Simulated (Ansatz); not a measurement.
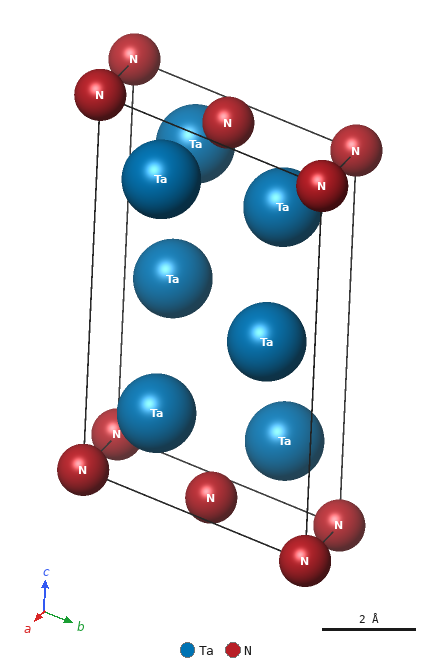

Spheres-only drawing of the structure, looking slightly off an axis. Atoms at the boundary of the unit cell (the box) are drawn once for each face, edge or corner they touch.

Ta3N, a = 3.02 Å, b = 5.23 Å, c = 8.14 Å, α = 108.75°, β = 100.70°, γ = 90.00°.

The calculation used DFT PBE, scalar-relativistic, plane waves, PAW in Ansatz 0.2.0, with 420 eV cutoff, a 12×12×12 mesh of k-points, Gaussian smearing of 0.15 eV, no spin polarisation.

> Does it come out as a metal, or with a gap?

A metal: bands cross the Fermi level.

> How far is the cell from zero pressure?

The computed pressure is 4.4 GPa (compressed: it would expand). The stress isn't hydrostatic: its largest component is 5.5 GPa.

The structure comes from a structure listed in the Materials Project. The cell was then strained or its atoms displaced on purpose. It was run through Ansatz as a DFT input.

At this level of theory the run's own cell isn't at rest (compressed, at 4 GPa and forces up to 5.8 eV/Å), so its distances can differ from those at equilibrium, the more so the softer the solid.
